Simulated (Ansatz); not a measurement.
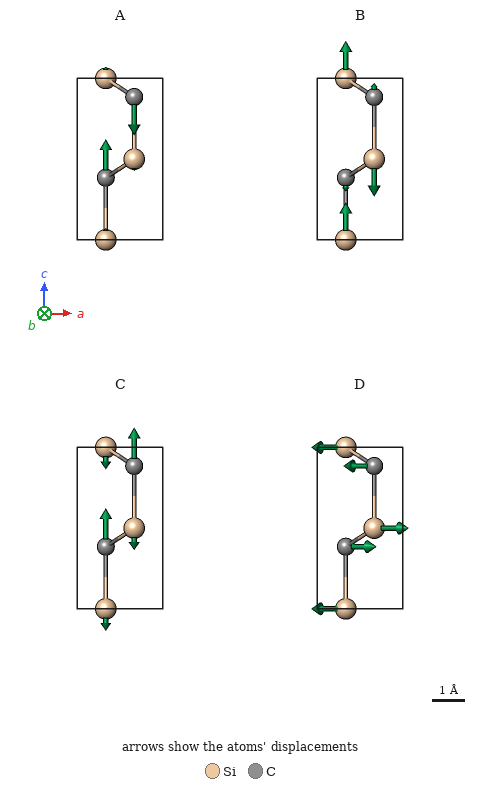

Four optical modes of a crystal of SiC at the zone centre, in no order (one member of each degenerate set). Displacements are drawn as green arrows; their common scale and sign are arbitrary. A ball-and-stick model of the cell of the calculation, seen along the b axis.

The calculation used DFT LDA, scalar-relativistic, plane waves, PAW in Ansatz. (plane-wave cutoff 420 eV; k-point mesh 12 × 12 × 6; occupations gaussian; smearing width 0.05 eV; no spin polarisation)

Frequencies are those without the non-analytic (LO–TO) term.

**Order them from the lowest to the highest frequency (imaginary ones first).**

D (262 cm⁻¹), B (551 cm⁻¹), C (677 cm⁻¹), A (782 cm⁻¹). D, E₂: All motion is along a; atoms of one kind move against one another, with no net shift of any sublattice; it mainly bends the C–Si bonds; the kinetic energy is shared as Si 74 %, C 26 %. B, B₁: All motion is along c; atoms of one kind move against one another, with no net shift of any sublattice; it stretches the C–Si bonds (1.94 Å); the kinetic energy is shared as Si 98 %, C 2 %. C, A₁: The C sublattice moves against the Si sublattice, along c; it stretches the C–Si bonds (1.94 Å); the kinetic energy is shared as C 70 %, Si 30 %. A, B₁: All motion is along c; atoms of one kind move against one another, with no net shift of any sublattice; it stretches the C–Si bonds (1.94 Å); the kinetic energy is shared as C 98 %, Si 2 %.
